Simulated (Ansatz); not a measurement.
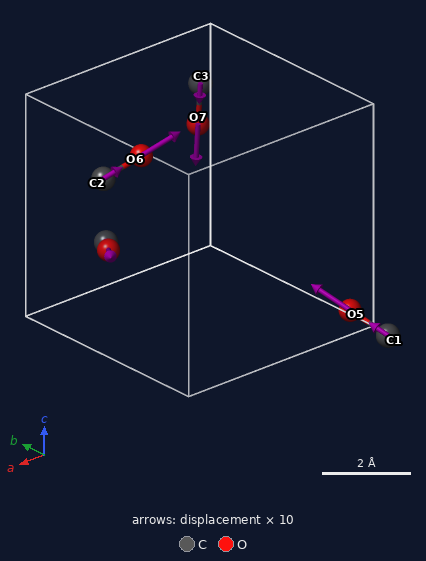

A relaxation of solid CO (set up in P2_13) (coarse preliminary run). The starting structure is drawn; purple arrows show the displacements (the part carried along by the change of the cell is left out), magnified 10 times.

The picture is a ball-and-stick view of the cell of the calculation, seen from a free direction.

The calculation used DFT PBEsol, scalar-relativistic, plane waves, PAW (Ansatz).

Input file:
```yaml
crystal:
  lattice:
    - [5.63, 0.0, 0.0]
    - [0.0, 5.63, 0.0]
    - [0.0, 0.0, 5.63]
  atoms:
    - { symbol: C, position: [0.958, 0.958, 0.958] }
    - { symbol: C, position: [0.542, 0.042, 0.458] }
    - { symbol: C, position: [0.458, 0.542, 0.042] }
    - { symbol: C, position: [0.042, 0.458, 0.542] }
    - { symbol: O, position: [0.067, 0.067, 0.067] }
    - { symbol: O, position: [0.433, 0.933, 0.567] }
    - { symbol: O, position: [0.567, 0.433, 0.933] }
    - { symbol: O, position: [0.933, 0.567, 0.433] }
basis:
  ecutwfc: 420
kpoints:
  mp_grid: { grid: [4, 4, 4] }
hamiltonian:
  xc: pbesol
scf:
  occupations: { method: gaussian, width: 0.1 }
output:
  forces: true
  stress: true
  eigenvalues: true
relax:
  adjacent_minimum: "off"
  f_tol: 0.05
  max_steps: 80
  cell: { stress_tol: 0.5 }
```

Run as
```bash
ansatz run input.yaml --threads 4 --pin off --max-ram 9216MiB --backend cpu --events-out ev --progress --plain --runs-dir out
```

Q: Atoms of which element are displaced furthest, and by how much?

A: Oxygen: up to 0.11 Å, against 0.06 Å for carbon.

Q: What happened in the run?

A: The largest moves relative to the cell, 0.11 Å, are those of O5, O6, O7 and O8. O5 goes along [1 1 1]. Largest moves by element: O 0.11 Å, C 0.06 Å. The volume changes by +4.1 %, with a = b = c 5.630 → 5.706 Å (+1.3 %). Among the contacts that change: C1–O5 1.063 → 1.133 Å. The space group stays P2_13 (No. 198). The energy falls by 167 meV per atom in 3 accepted moves (4 points after the start). Largest force component: 6 eV/Å at the start, 0.0016 eV/Å at the end. Pressure: 13.45 GPa at the start and 0.20 GPa at the end. At 1 point the geometry stayed and the basis and grid were re-selected for the new cell (energy shift of 3.0 meV per atom at most each time). Cost: 8.1 s on 4 threads of Arm Neoverse V1, on a shared host, peak memory 0.43 GiB.
